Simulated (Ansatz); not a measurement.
# Al3P5: a trial structure relaxed, part 2 of 3

Where does this trial cell of Al3P5 go when cell and atoms are let free?

Ansatz 0.2.0; DFT PBE, scalar-relativistic, plane waves, PAW. Earlier steps stand in the parts before.

## Step 3: Coarse relaxation

Input file input.yaml:

```yaml
crystal:
  lattice:
    - [5.49229647, 0.0, 0.0]
    - [0.0, 5.49229647, 0.0]
    - [0.0, 0.0, 5.49229647]
  atoms:
    - { symbol: Al, position: [0.5, 0.0, 0.0] }
    - { symbol: Al, position: [0.0, 0.5, 0.0] }
    - { symbol: Al, position: [0.0, 0.0, 0.5] }
    - { symbol: P, position: [0.0, 0.5, 0.5] }
    - { symbol: P, position: [0.5, 0.0, 0.5] }
    - { symbol: P, position: [0.5, 0.5, 0.0] }
    - { symbol: P, position: [0.5, 0.5, 0.5] }
    - { symbol: P, position: [0.0, 0.0, 0.0] }
basis:
  ecutwfc: 420
kpoints:
  mp_grid: { grid: [4, 4, 4] }
hamiltonian:
  xc: pbe
scf:
  occupations: { method: gaussian, width: 0.1 }
  lower_state_search: "off"
output:
  forces: true
  stress: true
  eigenvalues: true
relax:
  adjacent_minimum: "off"
  f_tol: 0.04
  max_steps: 70
  cell: { stress_tol: 0.4 }
```

The run is started by

```bash
> ansatz run input.yaml --threads 1 --pin off --max-ram 2048MiB --backend cpu --events-out ev --progress --plain --runs-dir out
```

Standard output:

```text
Warning: RAYON_NUM_THREADS=1 ignored (pool sized by the plan → 1); use --threads N
Engine: ansatz 0.2.0, x86_64-unknown-linux-gnu
Pseudopotentials: kind: paw
Pseudopotential: Al, paw, valence charge 3, recommended cutoff 420 eV (normal), Al.paw.azcp
Pseudopotential: P, paw, valence charge 5, recommended cutoff 420 eV (normal), P.paw.azcp
Functional definition: PBE
  parameter kappa = 0.804
  parameter beta = 0.06672455060314922
  exchange = pbe_x(kappa = kappa, mu = beta*pi^2/3)
  correlation = pbe_c(beta = beta)
Crystal: 8 atoms, lattice volume = 165.677 Å³
Basis set: ecut = 420 eV, 3239 PW (Γ), exchange–correlation on 80×80×80 points (8 copies of the dense FFT grid, shifted against one another)
Bands: 25, of which v1, the nominal top of the filled ones, is band 17 counted from 1 (16 counted from 0)
Symmetry: 48 space group operations
Space group: Pm-3m (ITA 221), of the structure as read, at distance tolerance 5.5e-5 Å
k-points: 10 of 64
Non-local potential: Al, projectors of the file, l = 0: 2, l = 1: 2, l = 2: 1
Non-local potential: P, projectors of the file, l = 0: 2, l = 1: 2, l = 2: 2
PAW form: soft (Blöchl's): semilocal exchange-correlation on the pseudo side does not see the compensation charge
PAW one-centre angular grid: Al, 110 points (default); XC on 64 Gauss nodes
PAW one-centre angular grid: P, 110 points (default); XC on 64 Gauss nodes
Initial density: superposition of atomic densities (neutral atoms: chi_scale 0, normalization atom), corrected by the library's trained network
Initial wavefunctions: pseudopotential atomic-orbital guess
Functional: x = pbe(κ = 0.804, μ = 0.2195149727645171), c = pbe(β = 0.06672455060314922)
SCF iter   1: F=—  HF=-5390.026012 eV  |F-HF|=—  |Δ(HF+E_count)|=         —  Δρ=4.58e-3  dr2=5.23e-2  ethr=1.77e-3  ⟨swp⟩=10.3  Hψ=1801  notcnv=0
preconditioner: auto → Kerker (q_TF=auto, 2.095 Å⁻¹)  [metal: Δε(μ)=0.024 eV  Ē_g=7.350 eV  σ=0.100 eV  W_gap=0.13  n_scr=26 (ndim 8)  ℏωp=16.8 eV  f_vac=0.000  D(μ)=5.21/eV (n_scr^D=32)]
SCF iter   2: F=—  HF=-5390.019570 eV  |F-HF|=—  |Δ(HF+E_count)|=   6.44e-3  Δρ=2.51e-3  dr2=1.59e-2  ethr=1.54e-4  ⟨swp⟩=1.2  Hψ=340  notcnv=0
SCF iter   3: F=—  HF=-5390.016721 eV  |F-HF|=—  |Δ(HF+E_count)|=   2.85e-3  Δρ=2.90e-4  dr2=1.57e-4  ethr=4.67e-5  ⟨swp⟩=2.8  Hψ=419  notcnv=0
SCF iter   4: F=—  HF=-5390.016715 eV  |F-HF|=—  |Δ(HF+E_count)|=   5.68e-6  Δρ=1.01e-4  dr2=4.02e-5  ethr=4.62e-7  ⟨swp⟩=2.4  Hψ=405  notcnv=0
SCF iter   5: F=—  HF=-5390.016735 eV  |F-HF|=—  |Δ(HF+E_count)|=   1.97e-5  Δρ=1.38e-5  dr2=4.04e-7  ethr=1.18e-7  ⟨swp⟩=2.2  Hψ=363  notcnv=0
SCF iter   6: F=-5390.016735 eV  HF=-5390.016735 eV  |F-HF|=1.50e-8  |Δ(HF+E_count)|=   2.85e-7  Δρ=4.17e-6  dr2=4.87e-8  ethr=2.94e-10  ⟨swp⟩=11.1  Hψ=1447  notcnv=0
SCF 1 converged in 6 iterations: F = -5390.016735 eV  dr2 = 4.87e-8
relax step   1: F+E_penalty+E_count = -5390.01673540 eV  Δ(F+E_penalty+E_count) = +0.000e0 eV  max|allowed force component| = 2.570e-29 eV/Å  Δτ_max = 0.0000 Å  P = -15.161 GPa  Ω = 165.677 Å³  (6 SCF iters, dr2 threshold 1.00e-7 eV, accepted)
Crystal: 8 atoms, lattice volume = 142.609 Å³
Basis set: ecut = 420 eV, 2801 PW (Γ), exchange–correlation on 80×80×80 points (8 copies of the dense FFT grid, shifted against one another)
Initial density: handed on by an earlier stage of this run
Initial wavefunctions: those handed on with the density
iter 1 solved again at ethr=5.96e-4 eV; its pass at ethr=3.10e-3 eV (dr2=2.03e-1 eV) is discarded
SCF iter   1: F=—  HF=-5391.852040 eV  |F-HF|=—  |Δ(HF+E_count)|=         —  Δρ=7.26e-3  dr2=2.01e-1  ethr=5.96e-4  ⟨swp⟩=1.6  Hψ=1749  notcnv=0
preconditioner: auto → Resta (q_TF=auto, 2.148 Å⁻¹)  ε∞=6.1  [insulator: Δε(μ)=0.149 eV  Ē_g=8.044 eV  σ=0.100 eV  W_gap=0.70  n_scr=26 (ndim 8)  ℏωp=18.1 eV  f_vac=0.000  D(μ)=3.89/eV (n_scr^D=26)  ε∞_Penn≈6.1]
SCF iter   2: F=—  HF=-5391.822744 eV  |F-HF|=—  |Δ(HF+E_count)|=   2.93e-2  Δρ=3.93e-3  dr2=5.29e-2  ethr=5.92e-4  ⟨swp⟩=1.1  Hψ=251  notcnv=0
SCF iter   3: F=—  HF=-5391.814703 eV  |F-HF|=—  |Δ(HF+E_count)|=   8.04e-3  Δρ=5.51e-4  dr2=4.22e-4  ethr=1.56e-4  ⟨swp⟩=2.3  Hψ=378  notcnv=0
SCF iter   4: F=—  HF=-5391.814711 eV  |F-HF|=—  |Δ(HF+E_count)|=   8.66e-6  Δρ=1.13e-4  dr2=2.92e-5  ethr=1.24e-6  ⟨swp⟩=2.4  Hψ=441  notcnv=0
SCF iter   5: F=—  HF=-5391.814725 eV  |F-HF|=—  |Δ(HF+E_count)|=   1.38e-5  Δρ=2.16e-5  dr2=9.96e-7  ethr=8.59e-8  ⟨swp⟩=2.6  Hψ=436  notcnv=0
SCF iter   6: F=-5391.814726 eV  HF=-5391.814726 eV  |F-HF|=1.98e-8  |Δ(HF+E_count)|=   2.90e-7  Δρ=3.57e-6  dr2=3.53e-8  ethr=2.35e-9  ⟨swp⟩=8.6  Hψ=1206  notcnv=0
SCF 2 converged in 6 iterations: F = -5391.814726 eV  dr2 = 3.53e-8
relax step   2: F+E_penalty+E_count = -5391.81472554 eV  Δ(F+E_penalty+E_count) = -1.798e0 eV  max|allowed force component| = 5.752e-30 eV/Å  Δτ_max = 0.0000 Å  P = -8.611 GPa  Ω = 142.609 Å³  energy of the carried Pulay correction = +4.146e-3 eV  (6 SCF iters, dr2 threshold 8.00e-7 eV, accepted)
Crystal: 8 atoms, lattice volume = 121.788 Å³
Basis set: ecut = 420 eV, 2373 PW (Γ), exchange–correlation on 80×80×80 points (8 copies of the dense FFT grid, shifted against one another)
iter 1 solved again at ethr=5.73e-4 eV; its pass at ethr=3.10e-3 eV (dr2=1.95e-1 eV) is discarded
SCF iter   1: F=—  HF=-5392.142896 eV  |F-HF|=—  |Δ(HF+E_count)|=         —  Δρ=8.29e-3  dr2=1.94e-1  ethr=5.73e-4  ⟨swp⟩=1.5  Hψ=1583  notcnv=0
preconditioner: auto → Kerker (q_TF=auto, 2.206 Å⁻¹)  [metal: Δε(μ)=0.101 eV  Ē_g=8.776 eV  σ=0.100 eV  W_gap=0.48  n_scr=26 (ndim 8)  ℏωp=19.6 eV  f_vac=0.000  D(μ)=4.17/eV (n_scr^D=26)]
SCF iter   2: F=—  HF=-5392.102898 eV  |F-HF|=—  |Δ(HF+E_count)|=   4.00e-2  Δρ=4.06e-3  dr2=3.17e-2  ethr=5.71e-4  ⟨swp⟩=1.0  Hψ=250  notcnv=0
SCF iter   3: F=—  HF=-5392.097273 eV  |F-HF|=—  |Δ(HF+E_count)|=   5.62e-3  Δρ=1.66e-3  dr2=3.75e-3  ethr=9.31e-5  ⟨swp⟩=2.2  Hψ=382  notcnv=0
SCF iter   4: F=—  HF=-5392.097346 eV  |F-HF|=—  |Δ(HF+E_count)|=   7.29e-5  Δρ=2.74e-4  dr2=1.65e-4  ethr=1.10e-5  ⟨swp⟩=2.6  Hψ=415  notcnv=0
SCF iter   5: F=—  HF=-5392.097216 eV  |F-HF|=—  |Δ(HF+E_count)|=   1.31e-4  Δρ=7.11e-5  dr2=1.01e-5  ethr=4.85e-7  ⟨swp⟩=2.2  Hψ=375  notcnv=0
SCF iter   6: F=-5392.097215 eV  HF=-5392.097215 eV  |F-HF|=8.07e-8  |Δ(HF+E_count)|=   8.90e-7  Δρ=1.15e-5  dr2=1.86e-7  ethr=2.35e-9  ⟨swp⟩=5.9  Hψ=1372  notcnv=0
SCF 3 converged in 6 iterations: F = -5392.097215 eV  dr2 = 1.86e-7
relax step   3: F+E_penalty+E_count = -5392.09721473 eV  Δ(F+E_penalty+E_count) = -2.825e-1 eV  max|allowed force component| = 8.201e-30 eV/Å  Δτ_max = 0.0000 Å  P = +6.450 GPa  Ω = 121.788 Å³  energy of the carried Pulay correction = +8.463e-3 eV  (6 SCF iters, dr2 threshold 8.00e-7 eV, accepted)
Crystal: 8 atoms, lattice volume = 129.910 Å³
Basis set: ecut = 420 eV, 2517 PW (Γ), exchange–correlation on 80×80×80 points (8 copies of the dense FFT grid, shifted against one another)
iter 1 solved again at ethr=1.37e-4 eV; its pass at ethr=3.10e-3 eV (dr2=4.65e-2 eV) is discarded
SCF iter   1: F=—  HF=-5392.232905 eV  |F-HF|=—  |Δ(HF+E_count)|=         —  Δρ=3.80e-3  dr2=4.76e-2  ethr=1.37e-4  ⟨swp⟩=1.7  Hψ=1525  notcnv=0
preconditioner: auto → Kerker (q_TF=auto, 2.182 Å⁻¹)  [metal: Δε(μ)=0.042 eV  Ē_g=8.456 eV  σ=0.100 eV  W_gap=0.23  n_scr=26 (ndim 8)  ℏωp=19.0 eV  f_vac=0.000  D(μ)=6.27/eV (n_scr^D=56)]
SCF iter   2: F=—  HF=-5392.226686 eV  |F-HF|=—  |Δ(HF+E_count)|=   6.22e-3  Δρ=2.34e-3  dr2=1.77e-2  ethr=1.37e-4  ⟨swp⟩=1.2  Hψ=252  notcnv=0
SCF iter   3: F=—  HF=-5392.223958 eV  |F-HF|=—  |Δ(HF+E_count)|=   2.73e-3  Δρ=3.24e-4  dr2=2.15e-4  ethr=5.21e-5  ⟨swp⟩=2.1  Hψ=368  notcnv=0
SCF iter   4: F=—  HF=-5392.223782 eV  |F-HF|=—  |Δ(HF+E_count)|=   1.76e-4  Δρ=5.94e-5  dr2=5.48e-6  ethr=6.33e-7  ⟨swp⟩=2.3  Hψ=417  notcnv=0
iter 5 did not close the SCF: its close was put off for the readings that it lacked (scf_convergence_deferred on its scf_iter line)
SCF iter   5: F=-5392.223782 eV  HF=-5392.223782 eV  |F-HF|=1.00e-7  |Δ(HF+E_count)|=   7.38e-7  Δρ=1.36e-5  dr2=3.40e-7  ethr=1.61e-8  ⟨swp⟩=2.5  Hψ=432  notcnv=0
SCF iter   6: F=-5392.223782 eV  HF=-5392.223782 eV  |F-HF|=2.88e-9  |Δ(HF+E_count)|=   2.21e-8  Δρ=1.87e-6  dr2=5.53e-9  ethr=1.00e-9  ⟨swp⟩=4.9  Hψ=1191  notcnv=0
SCF 4 converged in 6 iterations: F = -5392.223782 eV  dr2 = 5.53e-9
relax step   4: F+E_penalty+E_count = -5392.22378239 eV  Δ(F+E_penalty+E_count) = -1.266e-1 eV  max|allowed force component| = 1.549e-30 eV/Å  Δτ_max = 0.0000 Å  P = -0.980 GPa  Ω = 129.910 Å³  energy of the carried Pulay correction = +6.706e-3 eV  (6 SCF iters, dr2 threshold 8.00e-7 eV, accepted)
Crystal: 8 atoms, lattice volume = 128.684 Å³
iter 1 solved again at ethr=2.76e-6 eV; its pass at ethr=3.10e-3 eV (dr2=9.38e-4 eV) is discarded
SCF iter   1: F=—  HF=-5392.228243 eV  |F-HF|=—  |Δ(HF+E_count)|=         —  Δρ=5.39e-4  dr2=9.39e-4  ethr=2.76e-6  ⟨swp⟩=2.2  Hψ=1357  notcnv=0
preconditioner: auto → Resta (q_TF=auto, 2.185 Å⁻¹)  ε∞=6.0  [insulator: Δε(μ)=0.100 eV  Ē_g=8.505 eV  σ=0.100 eV  W_gap=0.52  n_scr=26 (ndim 8)  ℏωp=19.1 eV  f_vac=0.000  D(μ)=5.69/eV (n_scr^D=56)  ε∞_Penn≈6.0]
SCF iter   2: F=—  HF=-5392.228106 eV  |F-HF|=—  |Δ(HF+E_count)|=   1.37e-4  Δρ=3.05e-4  dr2=2.75e-4  ethr=2.76e-6  ⟨swp⟩=1.4  Hψ=254  notcnv=0
SCF iter   3: F=—  HF=-5392.227854 eV  |F-HF|=—  |Δ(HF+E_count)|=   2.51e-4  Δρ=4.14e-5  dr2=2.46e-6  ethr=8.08e-7  ⟨swp⟩=2.0  Hψ=371  notcnv=0
iter 4 did not close the SCF: its close was put off for the readings that it lacked (scf_convergence_deferred on its scf_iter line)
SCF iter   4: F=-5392.227855 eV  HF=-5392.227855 eV  |F-HF|=2.11e-8  |Δ(HF+E_count)|=   9.19e-7  Δρ=4.95e-6  dr2=3.08e-8  ethr=7.22e-9  ⟨swp⟩=2.8  Hψ=462  notcnv=0
iter 5 did not close the SCF: its close was put off for the readings that it lacked (scf_convergence_deferred on its scf_iter line)
SCF iter   5: F=-5392.227855 eV  HF=-5392.227855 eV  |F-HF|=2.76e-10  |Δ(HF+E_count)|=   2.82e-8  Δρ=9.51e-7  dr2=1.47e-9  ethr=9.05e-11  ⟨swp⟩=2.0  Hψ=409  notcnv=0
SCF iter   6: F=-5392.227855 eV  HF=-5392.227855 eV  |F-HF|=1.82e-12  |Δ(HF+E_count)|=  6.90e-10  Δρ=9.62e-8  dr2=1.03e-11  ethr=4.34e-12  ⟨swp⟩=2.6  Hψ=933  notcnv=0
SCF 5 converged in 6 iterations: F = -5392.227855 eV  dr2 = 1.03e-11
relax step   5: F+E_penalty+E_count = -5392.22785532 eV  Δ(F+E_penalty+E_count) = -4.073e-3 eV  max|allowed force component| = 2.227e-30 eV/Å  Δτ_max = 0.0000 Å  P = -0.009 GPa  Ω = 128.684 Å³  energy of the carried Pulay correction = +6.965e-3 eV  (6 SCF iters, dr2 threshold 8.00e-7 eV, accepted)
Basis set: ecut = 420 eV, 2517 PW (Γ), exchange–correlation on 72×72×72 points (8 copies of the dense FFT grid, shifted against one another)
Initial wavefunctions: pseudopotential atomic-orbital guess (no wavefunctions were taken with the density)
iter 1 solved again at ethr=1.40e-7 eV; its pass at ethr=3.10e-3 eV (dr2=4.75e-5 eV) is discarded
SCF iter   1: F=—  HF=-5392.225241 eV  |F-HF|=—  |Δ(HF+E_count)|=         —  Δρ=6.79e-5  dr2=5.36e-7  ethr=1.40e-7  ⟨swp⟩=3.4  Hψ=2314  notcnv=0
preconditioner: auto → Kerker (q_TF=auto, 2.185 Å⁻¹)  [metal: Δε(μ)=0.093 eV  Ē_g=8.504 eV  σ=0.100 eV  W_gap=0.49  n_scr=26 (ndim 8)  ℏωp=19.1 eV  f_vac=0.000  D(μ)=5.80/eV (n_scr^D=56)]
SCF iter   2: F=—  HF=-5392.225711 eV  |F-HF|=—  |Δ(HF+E_count)|=   4.70e-4  Δρ=3.58e-5  dr2=1.49e-7  ethr=1.58e-9  ⟨swp⟩=2.0  Hψ=428  notcnv=0
SCF iter   3: F=—  HF=-5392.225714 eV  |F-HF|=—  |Δ(HF+E_count)|=   2.25e-6  Δρ=2.21e-6  dr2=6.99e-9  ethr=4.39e-10  ⟨swp⟩=2.0  Hψ=433  notcnv=0
iter 4 did not close the SCF: its close was put off for the readings that it lacked (scf_convergence_deferred on its scf_iter line)
SCF iter   4: F=-5392.225714 eV  HF=-5392.225714 eV  |F-HF|=5.82e-10  |Δ(HF+E_count)|=   1.04e-9  Δρ=1.10e-6  dr2=1.72e-9  ethr=2.06e-11  ⟨swp⟩=2.8  Hψ=409  notcnv=0
iter 5 did not close the SCF: its close was put off for the readings that it lacked (scf_convergence_deferred on its scf_iter line)
SCF iter   5: F=-5392.225714 eV  HF=-5392.225714 eV  |F-HF|=4.09e-11  |Δ(HF+E_count)|=  4.09e-11  Δρ=1.93e-7  dr2=6.91e-11  ethr=5.05e-12  ⟨swp⟩=2.4  Hψ=403  notcnv=0
SCF iter   6: F=-5392.225714 eV  HF=-5392.225714 eV  |F-HF|=0.00e0  |Δ(HF+E_count)|=  1.55e-11  Δρ=3.35e-8  dr2=1.37e-12  ethr=1.00e-12  ⟨swp⟩=4.5  Hψ=953  notcnv=0
SCF 6 converged in 6 iterations: F = -5392.225714 eV  dr2 = 1.37e-12
relax step   6: F+E_penalty+E_count = -5392.22571364 eV  Δ(F+E_penalty+E_count) = +2.142e-3 eV  max|allowed force component| = 1.828e-30 eV/Å  Δτ_max = 0.0000 Å  P = -0.038 GPa  Ω = 128.684 Å³  stress off target by 3.81e-2 GPa  SCF on the basis re-selected at this cell (its energy is not comparable with the rows above)  (6 SCF iters)
basis re-selected at this cell: Δ(F+E_penalty+E_count) = +2.142e-3 eV, ΔP = -0.029 GPa vs the last step (what re-selecting the basis moved, of the pressure what is left beyond the Pulay correction that the steps carried, after the strain that the cell walked since its last selection, with what the two solves' SCF thresholds leave and, on support functions, any second-order correction that the steps lacked; it is no measure of the basis error at this ecutwfc). The dense FFT grid was sized anew with the basis: this SCF ran on 36×36×36 points, the steps before it on 40×40×40, so part of this shift can come from that change (see relax.cell in the input reference). This SCF's stress stands 3.81e-2 GPa from its target on what of the cell is left free (relax.cell.stress_tol is 4.00e-1 GPa) and its largest allowed force component is 1.83e-30 eV/Å (relax.f_tol is 4.00e-2 eV/Å): within both
SCF converged after 6 iterations
Free energy (F): -5392.225714 eV
Harris-Foulkes:  -5392.225714 eV  (|F-HF|=0.00e0)
Internal energy: -5392.196722 eV  (E = F + TS)
E sigma→0 (E₀):  -5392.211218 eV
Entropy (-TS):   -0.028992 eV (-3.624 meV/atom)
Fermi energy:    8.662025 eV
--- Per-component energies (eV) ---
  E_band       = 105.283049
  E_kinetic    = 423.859226
  E_local      = -197.144798  (includes V_loc(G=0)·N_el)
  E_nonlocal   = 198.342285
  E_hartree    = 61.234808
  E_xc         = -428.979237
  E_vxc        = -394.207008  (∫ρ·V_xc dr)
  E_paw        = -4248.069977  (= ΣΔE_a)
  E_vpaw       = -48.036283  (= ΣTr[D̂ρ^β])
  E_aug_tail   = 0.000010  (compensation charges beyond the density's cutoff)
  E_ewald      = -1201.439038
  E_smearing   = -0.028992  (= −TS)
  E_closure    = -0.000000  (closes the sum)
  Σ components = -5392.225714   (vs F -5392.225714, Δ=0.00e0)
--- Forces (eV/Å), atoms counted from 1 ---
  atom   1  Al    -0.00000000     0.00000000     0.00000000
  atom   2  Al    -0.00000000    -0.00000000     0.00000000
  atom   3  Al    -0.00000000    -0.00000000    -0.00000000
  atom   4  P     -0.00000000     0.00000000     0.00000000
  atom   5  P     -0.00000000    -0.00000000    -0.00000000
  atom   6  P      0.00000000     0.00000000    -0.00000000
  atom   7  P     -0.00000000    -0.00000000     0.00000000
  atom   8  P     -0.00000000     0.00000000     0.00000000
  max |Σ_I F_I| component: 1.35e-30 eV/Å
--- Stress (GPa, compression-positive) ---
       -0.038113       0.000000       0.000000
        0.000000      -0.038113       0.000000
        0.000000       0.000000      -0.038113
  P = ⅓ Tr σ = -0.0381 GPa (-0.381 kbar)
--- Band table (eV; the first three rows and the last of 10) ---
  k-point 0: bands = ["-5.5001", "-2.0415", "-1.2839", "-1.2839", "1.8853", "1.8853", "1.8853", "2.0078", "4.9521", "4.9521", "4.9521", "5.7820", "5.7820", "5.7820", "6.9674", "6.9674", "8.3962", "8.3962", "8.3962", "10.4961", "10.4961", "10.4961", "11.3737", "14.1043", "14.1043"]
  k-point 1: bands = ["-5.2101", "-2.6568", "-1.4627", "-1.1775", "1.1437", "2.1623", "2.1623", "3.3901", "4.3903", "4.4217", "4.4217", "5.5456", "5.7480", "5.7480", "7.1909", "7.7146", "7.7146", "8.3460", "9.1093", "10.8237", "11.6202", "12.0166", "12.0166", "13.0370", "13.1743"]
  k-point 2: bands = ["-4.6755", "-3.6292", "-1.1375", "-1.0590", "0.3751", "2.6880", "2.6880", "3.5538", "3.5538", "3.6791", "5.1225", "5.4708", "6.2009", "6.2009", "6.8656", "6.8656", "7.9878", "8.0628", "10.9297", "11.5417", "11.6683", "11.7184", "11.8356", "13.4014", "14.9979"]
  k-point 9: bands = ["-2.8832", "-2.3036", "-2.3036", "-2.3036", "-2.0588", "1.0068", "1.0068", "1.0068", "7.9104", "7.9104", "8.0131", "8.0131", "8.0131", "8.0434", "8.0434", "8.0434", "8.3330", "8.3330", "8.3330", "10.0440", "11.7564", "11.7564", "11.7759", "11.7759", "11.7759"]
--- Relaxed structure (5 steps of the walk, 5 accepted, 1 SCFs on fresh bases) ---
  F+E_penalty+E_count = -5392.22571364 eV   max|allowed force component| = 1.828e-30 eV/Å   (the final SCF, on the basis selected at the relaxed cell)
  cell:  # Å, volume = 128.6843 Å³
    - [5.048649504244229, -3.402476235084116e-33, 2.1185229388259594e-33]
    - [-2.1185229388259598e-33, 5.048649504244229, 3.851859888774472e-34]
    - [1.6049416203226963e-33, 3.851859888774472e-34, 5.048649504244229]
  atoms:
    - { symbol: Al, position: [0.5, -1.1688674339352148e-35, -2.3377348678677056e-35] }
    - { symbol: Al, position: [-6.1949973998463796e-34, 0.5, -2.337734867867972e-35] }
    - { symbol: Al, position: [-9.000279241286754e-34, 8.182072037532523e-35, 0.5] }
    - { symbol: P, position: [2.65332907502895e-33, 0.5, 0.5] }
    - { symbol: P, position: [0.5, 8.182072037534178e-35, 0.5] }
    - { symbol: P, position: [0.5, 0.5, 2.5715083546534118e-34] }
    - { symbol: P, position: [0.5, 0.5, 0.5] }
    - { symbol: P, position: [-1.6481030818458607e-33, 5.49367693948756e-34, -3.0390553282266997e-34] }
```

It took 20 s on 1 thread of Intel Xeon Platinum 8259CL at 2.50GHz (Skylake/Cascade Lake), shared host; peak memory 0.44 GiB.

Step by step:

| step | energy from step 1 (eV/cell) | largest force component (eV/Å) | pressure (GPa) | volume (Å³) |
| --- | --- | --- | --- | --- |
| 1 | 0.0000 | 0.0000 | -15.16 | 165.68 |
| 2 | -1.7980 | 0.0000 | -8.61 | 142.61 |
| 3 | -2.0805 | 0.0000 | 6.45 | 121.79 |
| 4 | -2.2070 | 0.0000 | -0.98 | 129.91 |
| 5 | -2.2111 | 0.0000 | -0.01 | 128.68 |
| 6 | -2.2090 | 0.0000 | -0.04 | 128.68 |

Step 1 is the start. Step 6 repeats the geometry before it on a plane-wave basis chosen anew for that cell, so its energy need not be comparable with the rows above.

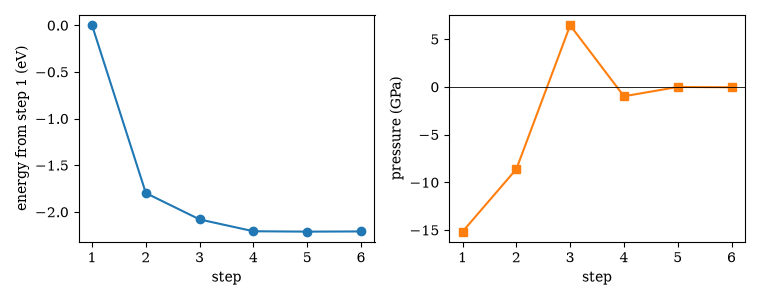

Energy and pressure along the relaxation.

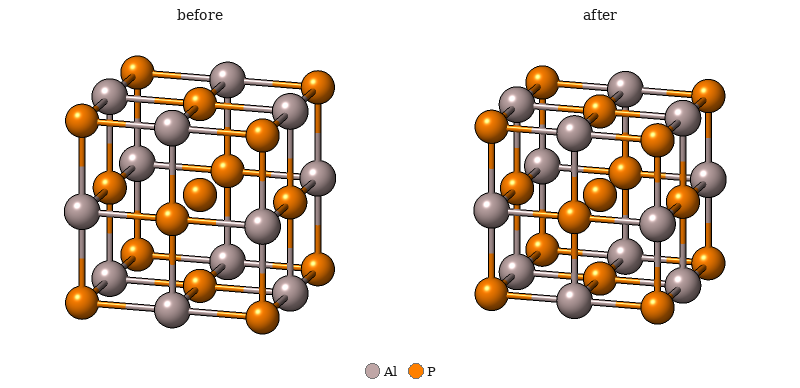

The structure before (left) and after (right) the relaxation, drawn at the same scale.

|  | before | after | change |
| --- | --- | --- | --- |
| a (Å) | 5.492 | 5.049 | -8.1 % |
| b (Å) | 5.492 | 5.049 | -8.1 % |
| c (Å) | 5.492 | 5.049 | -8.1 % |
| volume (Å³/atom) | 20.71 | 16.09 | -22.3 % |
| shortest distance (Å) | 2.746 | 2.524 | -8.1 % |
| space group (0.01 Å) | Pm-3m | Pm-3m | same |

The run keeps the 48 symmetry operations of the start, so it could not have lowered the symmetry.

(Part 2 of 3 ends here.)
